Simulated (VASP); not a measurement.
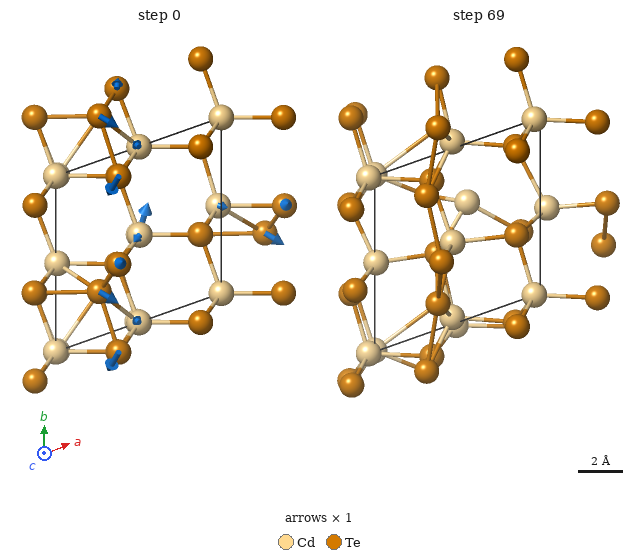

The structure of a defect cell of composition Cd₈Te₉ before (left) and after (right) a relaxation, at one scale. The blue arrows give the displacements, at their true length.

A ball-and-stick model of the cell of the calculation, reduced to other axes (origin shifted), seen along the c axis. Lengths and directions refer to the drawn axes.

The run lets the atoms move in a fixed cell.

Computed with VASP, Kohn-Sham DFT of a periodic cell, PBE, VASP PAW PBE potentials, recommended.

The input:
```
  PREC = Normal
  ENCUT = 450
  EDIFF = 1E-6
  ISMEAR = 0
  SIGMA = 0.01
  LREAL = Auto
  LASPH = True
  NELM = 80
  ALGO = Normal
  ISIF = 2
  LWAVE = False
  LCHARG = False
  GGA = PE
  IBRION = 2
  NSW = 70
  EDIFFG = -0.025
  ICORELEVEL = 1
  NELECT = 152.0
  ISYM = 0
```

Run as
```bash
cat potpaw_PBE.64/Cd/POTCAR potpaw_PBE.64/Te/POTCAR > POTCAR
mpirun -np 4 vasp_std > vasp.out
```

Question: What changed between the two?

Answer: The relaxation stopped without meeting its thresholds, so the last structure isn't shown to be converged. A Cd atom moves most: 1.80 Å along [1 3 0]. Largest moves by element: Cd 1.80 Å, Te 1.54 Å. The cell stays as it was. Some distances before and after: Cd–Te 2.907 → 4.480 Å, Te–Te 4.679 → 3.175 Å, Cd–Te 2.895 → 3.958 Å, Te–Te 3.009 → 3.865 Å. Bonds break: Cd–Te (2.90 → 3.96 Å). Bond angles that change, for instance: Cd–Te–Te 176.7° → 74.1°, Cd–Te–Cd 91.0° → 133.3°, Cd–Te–Te 56.4° → 92.3°. The energy falls by 3.138 eV per cell of the calculation in 69 geometry steps. Largest force component: 2.2 eV/Å at the start, 0.12 eV/Å at the end. It ran on 4 threads of Intel(R) Xeon(R) 6975P-C (Granite Rapids), with other jobs on the host.
